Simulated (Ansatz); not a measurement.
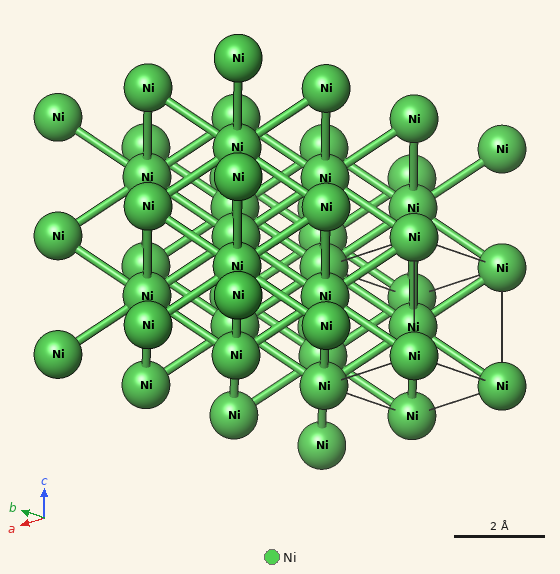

Reference structure: crystalline Ni (a generated structure, set up in Im-3m). Style: ball-and-stick. Shown: the conventional cell (2 times the calculation's cell), repeated 2 × 3 × 2 with one cell outlined, from a free direction. Lengths and directions refer to the drawn axes.

Computed with DFT, PBE, PAW with Ansatz's default frozen-core files, scalar-relativistic in Ansatz 0.2.0. (plane-wave cutoff 420 eV; k-point mesh 18 × 18 × 18; occupations fermi dirac; smearing width 0.08 eV; collinear spin)

The variant: The cell is strained by +2.0 % along c and −1.0 % across it (volume 0.0 %), the atoms keeping their fractional coordinates. No relaxation follows.

**What does the calculation give for the changed structure?**

The space group (tolerance 0.01 Å) goes from Im-3m (No. 229) to I4/mmm (No. 139). The energy falls by 1.7 meV per atom. Pressure: 0.0 GPa before, 0.0 GPa after. The principal stresses (compression positive) are 1.7 GPa along c and −0.8 GPa across it. All forces vanish by symmetry. The absolute magnetisation stays at 0.63 μB per cell.

The changed structure in the same view:

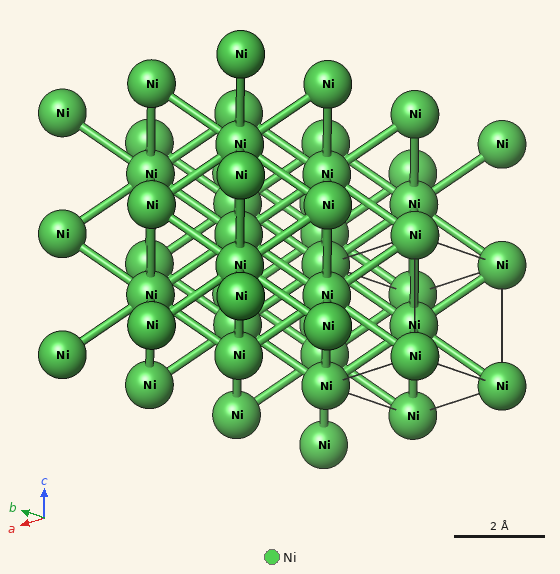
